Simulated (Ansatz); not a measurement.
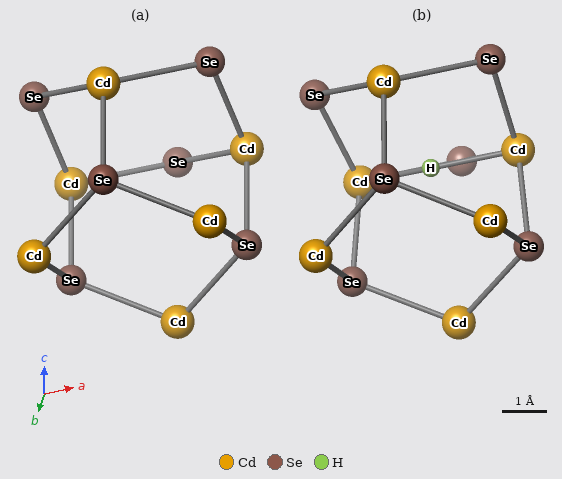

Left: perfect CdSe. Right: the same region with one point defect, after relaxing the atoms in a supercell of 96 sites. Style: ball-and-stick. Shown: the atoms within 3.8 Å of one point, from a free direction.

Method: DFT, PBEsol, PAW, plane waves (Ansatz 0.2.0). Set-up: plane-wave cutoff 420 eV; k-point mesh 1 × 1 × 1; mesh shifted by (0.25, 0.25, 0.25); collinear spin. Fermi-Dirac smearing of 0.01 eV. The axes drawn are those of the host's conventional cell.

What kind of defect was made?

An extra hydrogen atom is put between the host's atoms (an interstitial).

The charge state of the cell is 0.

What does the relaxation do around it?

The H atom starts with 6 Se at 2.81 to 3.32 Å, 6 Cd at 2.81 to 3.31 Å around its place and ends with 2 Cd at 2.06 to 2.10 Å. Of the host's atoms, a selenium atom moves furthest from its site, by 0.25 Å. The H atom itself moves 1.05 Å from where it was put. The cell's net moment is 1.00 μB.
